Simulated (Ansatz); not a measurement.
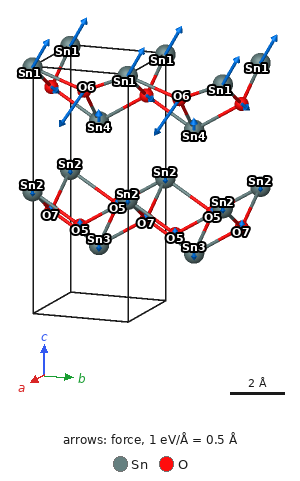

Starting geometry of a crystal of SnO (set up in P1) with the computed forces as blue arrows. The picture is a ball-and-stick view of the cell of the calculation, repeated 1 × 2 × 1 with one cell outlined, seen slightly off an axis.

The calculation used Ansatz 0.2.0, DFT PBE+D3(BJ), scalar-relativistic, plane waves, PAW.

The input:
```yaml
crystal:
  lattice:
    - [2.7125066278, -2.7124990884, 0.0]
    - [2.7125066278, 2.7124990884, 0.0]
    - [0.0, 0.0, 9.5178525424]
  atoms:
    - { symbol: Sn, position: [1.0053952698, -0.0032087593, -0.0050798649] }
    - { symbol: Sn, position: [0.0056142496, 0.9965722609, 0.4949201351] }
    - { symbol: Sn, position: [0.5056315448, 0.4965549657, 0.2514602856] }
    - { symbol: Sn, position: [0.5053779746, 0.4968085359, 0.7514602856] }
    - { symbol: O, position: [0.0056808245, 0.49649665, 0.3731859328] }
    - { symbol: O, position: [0.9612906171, 0.5234128449, 0.9156813603] }
    - { symbol: O, position: [0.5056898605, 0.996505686, 0.3731859328] }
    - { symbol: O, position: [0.5053196589, -0.0031421844, 0.8731859328] }
basis:
  ecutwfc: 420
kpoints:
  mp_grid: { grid: [10, 10, 4] }
hamiltonian:
  xc: pbe
  dispersion: d3bj
scf:
  occupations: { method: gaussian, width: 0.15 }
output:
  forces: true
  stress: true
  eigenvalues: true
relax:
  adjacent_minimum: "off"
  f_tol: 0.01
  max_steps: 80
  cell: { stress_tol: 0.1 }
```

Run as
```bash
ansatz run input.yaml --threads 2 --pin off --max-ram 5120MiB --backend cpu --events-out ev --progress --plain --runs-dir out
```

### Is this structure relaxed? If not, where do the atoms go?

It isn't relaxed: the largest force vector, on O6, is 3.53 eV/Å. The final displacements follow the starting forces only in part (cosine between the two patterns 0.70). The energy falls by 93.8 meV per atom in 4 accepted moves (5 points after the start). Largest force component: 2.9 eV/Å at the start, 0.0013 eV/Å at the end. The pressure goes from 1.66 to 0.02 GPa. The SCF was repeated once at an unchanged geometry on a basis and grid sized afresh for the cell, which shifted the energy by less than 0.05 meV per atom at most. The largest move is that of O6, 0.39 Å along [2 −1 −2]. Largest moves by element: O 0.39 Å, Sn 0.06 Å. The lattice vectors keep their values. Among the contacts that change: Sn4–O6 2.610 → 2.241 Å, Sn1–O6 1.974 → 2.241 Å, Sn4–O6 (another image) 2.348 → 2.241 Å, Sn1–O6 (another image) 2.163 → 2.241 Å. Among the angles between lasting bonds that change: O6–Sn1–O6 136.0° → 117.7°, Sn1–O6–Sn1 136.0° → 117.7°, O6–Sn1–O8 82.9° → 74.5°. The space group (tolerance 0.01 Å) goes from P1 (No. 1) to P4/nmm (No. 129).
